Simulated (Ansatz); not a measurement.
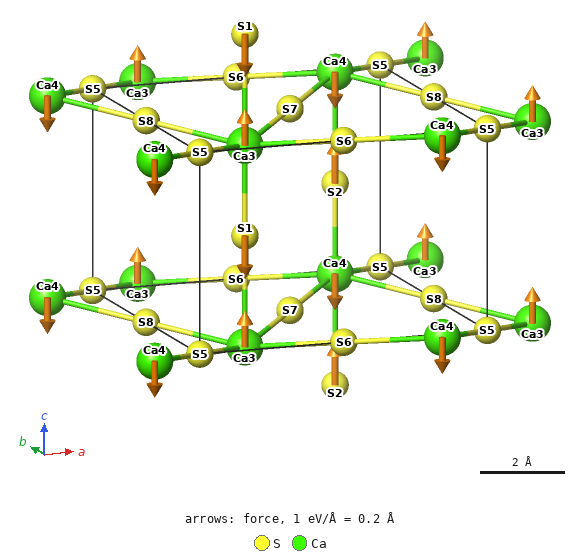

Starting geometry of crystalline CaS$_{3}$ (a generated structure, set up in P4/nmm) (cell charge +1) with the computed forces as orange arrows. Style: ball-and-stick. Shown: the cell of the calculation, slightly off an axis.

Method: Ansatz 0.2.0, DFT, PAW plane waves, PBE. Set-up: plane-wave cutoff 420 eV; k-point mesh 3 × 3 × 4; occupations fermi dirac; smearing width 0.1 eV; no spin polarisation; cell and atoms relaxed; at most 40 steps.

Is this structure relaxed? If not, where do the atoms go?

It isn't relaxed: the largest force vector, on S atoms, is 5.33 eV/Å. The final displacements have little in common with the starting forces (cosine between the two patterns 0.22). Over 13 accepted moves (15 points after the start) the energy falls by 1376 meV per atom. The largest force component goes from 5.3 to 0.0028 eV/Å. Pressure: 5.64 GPa at the start and 0.00 GPa at the end. At 2 points the geometry stayed and the basis and grid were re-selected for the new cell (energy shift of 0.3 meV per atom at most each time). The largest moves relative to the cell, 1.74 Å, are those of S1 and S2. S2 goes along +c. By element the largest moves are S 1.74 Å, Ca 1.33 Å. The volume changes by −14.0 %, with a = b 7.329 → 6.357 Å (−13.3 %), c 4.938 → 5.641 Å (+14.2 %). Some distances before and after: S1–S5 3.505 → 2.442 Å, S1–Ca3 2.218 → 2.943 Å, Ca3–S5 2.616 → 2.844 Å, S1–Ca3 (another image) 2.720 → 2.698 Å. Bond angles that change, for instance: S5–Ca3–S7 164.2° → 104.4°, S1–Ca3–S5 97.9° → 127.8°, S5–Ca3–S6 88.9° → 68.0°. The space group stays P4/nmm (No. 129).

Limits of the set-up: the cell is charged, on a uniform background, and energies carry no finite-size correction.
